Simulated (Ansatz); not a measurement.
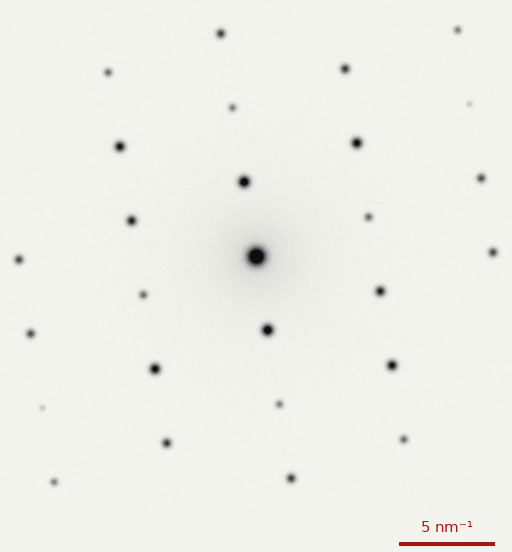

Kinematic zone-axis pattern, calculated for 300 keV electrons with B = 0.3 Å².

It belongs to Ir, space group Cmcm (No. 63), a = 2.722 Å, b = 6.792 Å, c = 3.603 Å. Structure: the input geometry of an electronic-structure calculation (not necessarily at equilibrium); the starting structure was generated, so it need not be a known form of this composition.

```cif
data_structure
_symmetry_space_group_name_H-M 'Cmcm'
_symmetry_Int_Tables_number 63
_cell_length_a 2.7223
_cell_length_b 6.7915
_cell_length_c 3.6034
_cell_angle_alpha 90.000
_cell_angle_beta 90.000
_cell_angle_gamma 90.000
_cell_volume 66.62
loop_
_atom_site_label
_atom_site_type_symbol
_atom_site_symmetry_multiplicity
_atom_site_Wyckoff_symbol
_atom_site_fract_x
_atom_site_fract_y
_atom_site_fract_z
_atom_site_occupancy
Ir1 Ir 4 c 0.00000 0.64618 0.25000 1
```

Which low-index zone axis gives this pattern?

Answer. The spots form an oblique net whose two shortest vectors correspond to d = 2.53 Å and 1.59 Å, 80.0° apart. They index as -1 1 0 and 0 2 -2, so the zone axis is ±[111] (or an equivalent direction of <111>).

Which reflections of this zone are missing, and why?

Answer. The lattice centring (C) removes all reflections that break h + k = 2n.
